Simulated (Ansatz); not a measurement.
Ga$_{3}$As$_{2}$: geometry relaxation (part 2 of 2)

The same run, continued: Ga$_{3}$As$_{2}$ (5 atoms in the cell); DFT PBE, scalar-relativistic, plane waves, PAW, no spin polarisation (Ansatz 0.2.0); cutoff 420 eV, 6×6×4 k-mesh, Gaussian smearing of 0.1 eV. The structure was built on a prototype by a generator; it need not be a known phase. It belongs to a series of runs on one base structure; here: anti-A-type sesquioxide type (P-3m1, No. 164).

Geometry of the input (Å; fractional positions):
```
4.0906  0.0000  0.0000
-2.0453  3.5426  0.0000
0.0000  0.0000  6.3644
Ga 0.0000  0.0000  0.0000
Ga 0.3333  0.6667  0.6450
Ga 0.6667  0.3333  0.3550
As 0.3333  0.6667  0.2450
As 0.6667  0.3333  0.7550
```

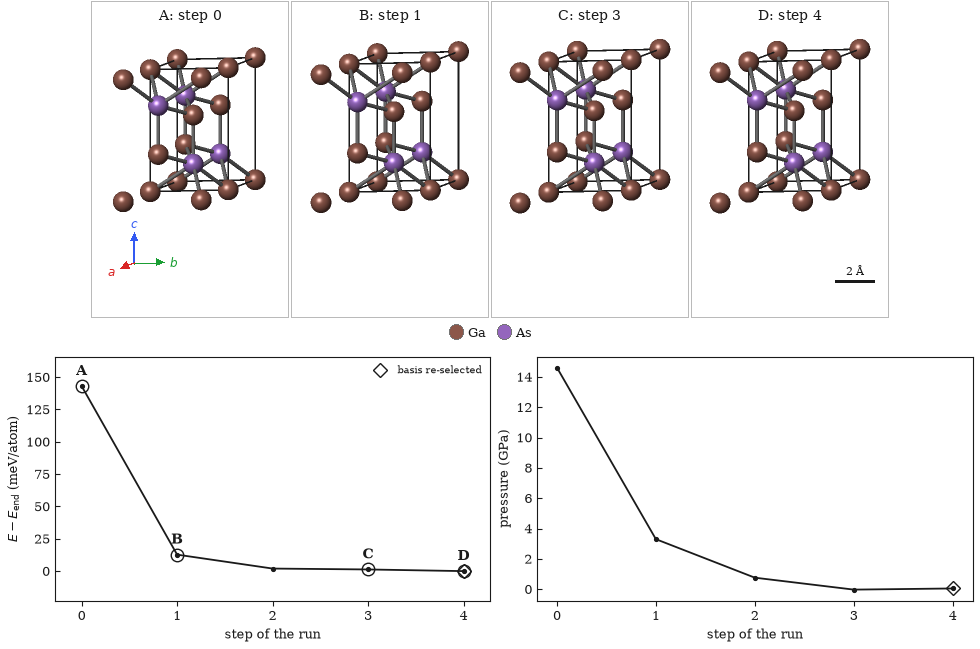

Fig. 1: Frames of the relaxation (ball-and-stick view of the cell of the calculation, repeated 2 × 1 × 1, seen slightly off an axis) above the curves, on which the letters mark them (the first geometry is step 0 here and step 1 in the log).

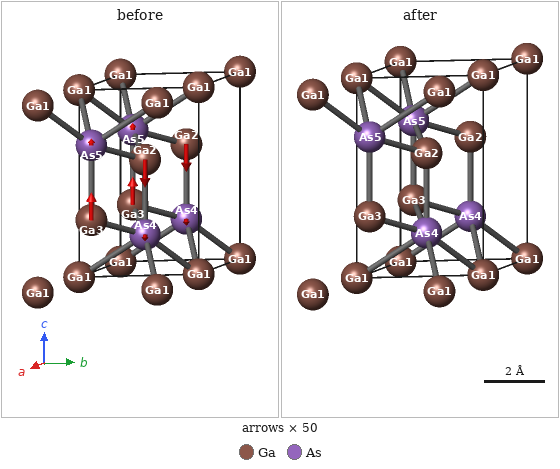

Fig. 2: Before (left) and after (right) the relaxation, at one scale (ball-and-stick view of the cell of the calculation, repeated 2 × 1 × 1, seen slightly off an axis). The red arrows give the displacements (without the part carried along by the change of the cell), magnified 50 times. The largest moves relative to the cell, 0.019 Å, are those of Ga2 and Ga3. By element the largest moves are Ga 0.019 Å, As 0.005 Å. The volume changes by +20.0 %, with a = b 4.091 → 4.334 Å (+6.0 %), c 6.364 → 6.800 Å (+6.8 %). Among the contacts that change: Ga1–As4 2.830 → 3.004 Å, Ga2–As4 2.546 → 2.706 Å, Ga2–As5 2.463 → 2.619 Å. The space group stays P-3m1 (No. 164). After 3 geometry steps the energy has fallen by 142 meV per atom. Largest force component: 0.86 eV/Å at the start, 0.018 eV/Å at the end. The pressure goes from 14.61 to 0.05 GPa. A last SCF at the same geometry on a re-selected plane-wave basis shifts the energy by −1.3 meV per atom. (Atoms are counted from 1 in the order of the input.)

```
basis re-selected at this cell: Δ(F+E_penalty+E_count) = -6.408e-3 eV, ΔP = +0.076 GPa vs the last step (what re-selecting the basis moved, of the pressure what is left beyond the Pulay correction that the steps carried, after the strain that the cell walked since its last selection, with what the two solves' SCF thresholds leave and, on support functions, any second-order correction that the steps lacked; it is no measure of the basis error at this ecutwfc). The dense FFT grid was sized anew with the basis: this SCF ran on 30×30×48 points, the steps before it on 30×30×45, so part of this shift can come from that change (see relax.cell in the input reference). This SCF's stress stands 5.71e-2 GPa from its target on what of the cell is left free (relax.cell.stress_tol is 4.00e-1 GPa) and its largest allowed force component is 1.84e-2 eV/Å (relax.f_tol is 4.00e-2 eV/Å): within both
SCF converged after 7 iterations
Free energy (F): -21061.576398 eV
Harris-Foulkes:  -21061.576398 eV  (|F-HF|=5.82e-11)
Internal energy: -21061.566720 eV  (E = F + TS)
E sigma→0 (E₀):  -21061.571559 eV
Entropy (-TS):   -0.009677 eV (-1.935 meV/atom)
Fermi energy:    8.847515 eV
--- Per-component energies (eV) ---
  E_band       = -660.828259
  E_kinetic    = 547.715782
  E_local      = -9379.350619  (includes V_loc(G=0)·N_el)
  E_nonlocal   = -74.019021
  E_hartree    = 4664.479560
  E_xc         = -365.615057
  E_vxc        = -331.440810  (∫ρ·V_xc dr)
  E_paw        = -9626.786200  (= ΣΔE_a)
  E_vpaw       = -752.693599  (= ΣTr[D̂ρ^β])
  E_aug_tail   = -0.000355  (compensation charges beyond the density's cutoff)
  E_ewald      = -6827.990810
  E_smearing   = -0.009677  (= −TS)
  E_closure    = 0.000000  (closes the sum)
  Σ components = -21061.576398   (vs F -21061.576398, Δ=0.00e0)
--- Forces (eV/Å), atoms counted from 1 ---
  atom   1  Ga     0.00000000     0.00000000     0.00000000
  atom   2  Ga    -0.00000000    -0.00000000     0.01841322
  atom   3  Ga     0.00000000     0.00000000    -0.01841322
  atom   4  As    -0.00000000    -0.00000000     0.00017368
  atom   5  As     0.00000000     0.00000000    -0.00017368
  max |Σ_I F_I| component: 9.25e-18 eV/Å
--- Stress (GPa, compression-positive) ---
        0.042653       0.000000      -0.000000
        0.000000       0.042653      -0.000000
       -0.000000      -0.000000       0.057095
  P = ⅓ Tr σ = 0.0475 GPa (0.475 kbar)
--- Band table (eV; the first three rows and the last of 24) ---
  k-point 0: bands = ["-26.9560", "-26.9560", "-26.9559", "-26.9559", "-26.9385", "-26.9385", "-26.9380", "-26.9380", "-26.9354", "-26.9353", "-6.4170", "-6.3530", "-6.3530", "-6.3455", "-6.3455", "-6.2904", "-6.2904", "-6.2780", "-6.2297", "-6.2297", "-6.1146", "-6.1146", "-6.0985", "-6.0980", "-6.0980", "-4.0171", "-2.4208", "1.5778", "5.9636", "6.0664", "6.5496", "6.5496", "7.5086", "7.5086", "8.0052", "9.9787", "10.3145", "10.3145", "11.7766", "11.9179", "11.9179", "12.5668"]
  k-point 1: bands = ["-26.9560", "-26.9560", "-26.9559", "-26.9559", "-26.9385", "-26.9385", "-26.9381", "-26.9381", "-26.9354", "-26.9353", "-6.4170", "-6.3510", "-6.3510", "-6.3468", "-6.3468", "-6.2890", "-6.2890", "-6.2776", "-6.2339", "-6.2339", "-6.1147", "-6.1147", "-6.0985", "-6.0960", "-6.0960", "-3.8750", "-2.7368", "2.1945", "5.0962", "6.2205", "6.6085", "6.6085", "7.4762", "7.4762", "8.2797", "9.3430", "10.1342", "10.1342", "11.6969", "11.6969", "12.3127", "12.8109"]
  k-point 2: bands = ["-26.9560", "-26.9560", "-26.9559", "-26.9559", "-26.9383", "-26.9383", "-26.9382", "-26.9382", "-26.9354", "-26.9353", "-6.4170", "-6.3488", "-6.3488", "-6.3480", "-6.3480", "-6.2875", "-6.2875", "-6.2771", "-6.2380", "-6.2380", "-6.1149", "-6.1149", "-6.0985", "-6.0941", "-6.0941", "-3.6176", "-3.1429", "3.5080", "3.6537", "6.3954", "6.6770", "6.6770", "7.4317", "7.4317", "8.0805", "9.2552", "9.9935", "9.9935", "11.4859", "11.4859", "12.7084", "13.1834"]
  k-point 23: bands = ["-26.9557", "-26.9557", "-26.9557", "-26.9557", "-26.9384", "-26.9384", "-26.9384", "-26.9383", "-26.9350", "-26.9350", "-6.3901", "-6.3901", "-6.3434", "-6.3168", "-6.3038", "-6.3038", "-6.2928", "-6.2845", "-6.2845", "-6.2412", "-6.1210", "-6.1210", "-6.1019", "-6.1019", "-6.0904", "-2.0992", "-2.0992", "1.7755", "1.7755", "2.4763", "3.9233", "6.7342", "6.7342", "8.1955", "8.7482", "8.7482", "10.8120", "12.3081", "12.3081", "13.3086", "13.3463", "13.3463"]
--- Relaxed structure (4 steps of the walk, 4 accepted, 1 SCFs on fresh bases) ---
  F+E_penalty+E_count = -21061.57639769 eV   max|allowed force component| = 1.841e-2 eV/Å   (the final SCF, on the basis selected at the relaxed cell)
  cell:  # Å, volume = 110.6365 Å³
    - [4.334444403209323, -3.058791577526006e-11, -1.367787381546615e-28]
    - [-2.1672222015781717, 3.7537389644858488, 1.6784738426726584e-17]
    - [-1.0309162218937465e-32, 3.0154226911672206e-17, 6.799874041870957]
  atoms:
    - { symbol: Ga, position: [-3.6382694455457966e-35, -4.494162475404032e-34, -5.451355290520013e-20] }
    - { symbol: Ga, position: [0.3333333333333334, 0.6666666666666669, 0.6421984124516221] }
    - { symbol: Ga, position: [0.6666666666666667, 0.33333333333333337, 0.35780158754837815] }
    - { symbol: As, position: [0.3333333333333334, 0.6666666666666669, 0.2443196874608579] }
    - { symbol: As, position: [0.6666666666666667, 0.33333333333333337, 0.7556803125391423] }
```

### Trajectory as extended XYZ (Å, eV, eV/Å), 5 frames, from step=1 to step=5
```
5
Lattice="4.0906 0.0000 0.0000 -2.0453 3.5426 0.0000 0.0000 0.0000 6.3644" Properties=species:S:1:pos:R:3:forces:R:3 step=1 energy=-21060.86104 pressure_GPa=14.61
Ga    0.0000    0.0000    0.0000    0.0000   0.0000   0.0000
Ga    0.0000    2.3617    4.1050    0.0000   0.0000   0.0589
Ga    2.0453    1.1809    2.2594    0.0000   0.0000  -0.0589
As    0.0000    2.3617    1.5593    0.0000   0.0000  -0.8584
As    2.0453    1.1809    4.8051    0.0000   0.0000   0.8584
5
Lattice="4.2630 0.0000 0.0000 -2.1315 3.6919 0.0000 0.0000 0.0000 6.6742" Properties=species:S:1:pos:R:3:forces:R:3 step=2 energy=-21061.51269 pressure_GPa=3.30
Ga    0.0000    0.0000    0.0000    0.0000   0.0000   0.0000
Ga    0.0000    2.4612    4.3087    0.0000   0.0000  -0.0314
Ga    2.1315    1.2306    2.3655    0.0000   0.0000   0.0314
As    0.0000    2.4612    1.6466    0.0000   0.0000  -0.2558
As    2.1315    1.2306    5.0276    0.0000   0.0000   0.2558
5
Lattice="4.3180 0.0000 0.0000 -2.1590 3.7395 0.0000 0.0000 0.0000 6.7637" Properties=species:S:1:pos:R:3:forces:R:3 step=3 energy=-21061.56651 pressure_GPa=0.76
Ga    0.0000    0.0000    0.0000    0.0000   0.0000   0.0000
Ga    0.0000    2.4930    4.3596    0.0000   0.0000  -0.0279
Ga    2.1590    1.2465    2.4041    0.0000   0.0000   0.0279
As    0.0000    2.4930    1.6600    0.0000   0.0000  -0.0686
As    2.1590    1.2465    5.1037    0.0000   0.0000   0.0686
5
Lattice="4.3344 0.0000 0.0000 -2.1672 3.7537 0.0000 0.0000 0.0000 6.7999" Properties=species:S:1:pos:R:3:forces:R:3 step=4 energy=-21061.56999 pressure_GPa=-0.03
Ga    0.0000    0.0000    0.0000    0.0000   0.0000   0.0000
Ga    0.0000    2.5025    4.3669    0.0000   0.0000   0.0191
Ga    2.1672    1.2512    2.4330    0.0000   0.0000  -0.0191
As    0.0000    2.5025    1.6613    0.0000   0.0000  -0.0007
As    2.1672    1.2512    5.1385    0.0000   0.0000   0.0007
5
Lattice="4.3344 0.0000 0.0000 -2.1672 3.7537 0.0000 0.0000 0.0000 6.7999" Properties=species:S:1:pos:R:3:forces:R:3 step=5 energy=-21061.57640 pressure_GPa=0.05
Ga    0.0000    0.0000    0.0000    0.0000   0.0000   0.0000
Ga    0.0000    2.5025    4.3669    0.0000   0.0000   0.0184
Ga    2.1672    1.2512    2.4330    0.0000   0.0000  -0.0184
As    0.0000    2.5025    1.6613    0.0000   0.0000   0.0002
As    2.1672    1.2512    5.1385    0.0000   0.0000  -0.0002
```
